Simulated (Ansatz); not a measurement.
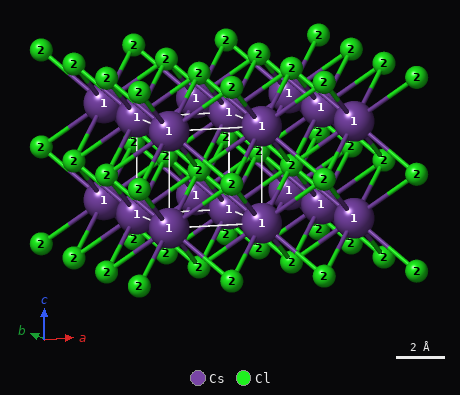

The starting point is a symmetric starting cell of CsCl (made from another compound by putting Cs in place of Rb). Style: ball-and-stick. Shown: the cell of the calculation, repeated 2 × 2 × 1 with one cell outlined, slightly off an axis.

Method: DFT PBE, scalar-relativistic, plane waves, PAW in Ansatz 0.2.0. Set-up: plane-wave cutoff 420 eV; k-point mesh 6 × 6 × 6; occupations gaussian; smearing width 0.02 eV; no spin polarisation.

Now this is done to it. All lengths are scaled by +1.7 % (volume +5.1 %), the atoms keeping their fractional coordinates. No relaxation follows. The starting cell wasn't computed here and needn't be at equilibrium, so pressure and forces aren't due to the change alone.

Q: What does the calculation give for the changed structure?

A: The pressure is 0.3 GPa (not all of it need come from the change, since the unchanged cell can be under pressure at this level too). All forces vanish by symmetry. Among the bonded contacts that change: Cl–Cs 3.561 → 3.621 Å. The space group stays Pm-3m (No. 221).

The changed structure in the same view:

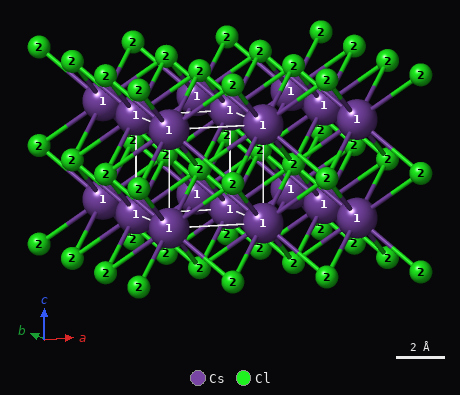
